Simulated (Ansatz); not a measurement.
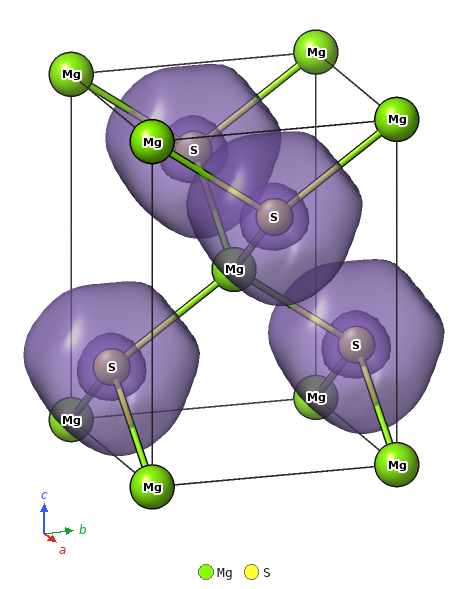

Figure. MgS. Isosurface of the electron localisation function at 0.7 (purple), seen slightly off an axis. Only the valence region is drawn (cores and ρ < 0.01 e/Å³ removed). Sticks mark near contacts.

Space group I-4m2; a structure from a database of computed crystals, not necessarily the ambient phase; changed on purpose from its base cell (strain +0.030 along x and y, +0.015 along z, atoms carried along); computed pressure about −6 GPa in this cell.

Computed with Ansatz 0.2.0, DFT LDA, scalar-relativistic, plane waves, PAW.

Q: Describe the localisation domains.

A: At this value the surface marks out two regions wrapped around S (the valence shell of each), counted in one cell of 4 atoms. Regions shared between cells count once.

Values along the shortest contacts:
Mg–S (2.51 Å): the ELF peaks at about 0.90 in the valence shell of S, 0.9 Å from its nucleus, and falls to about 0.05 next to Mg (a largely ionic contact).
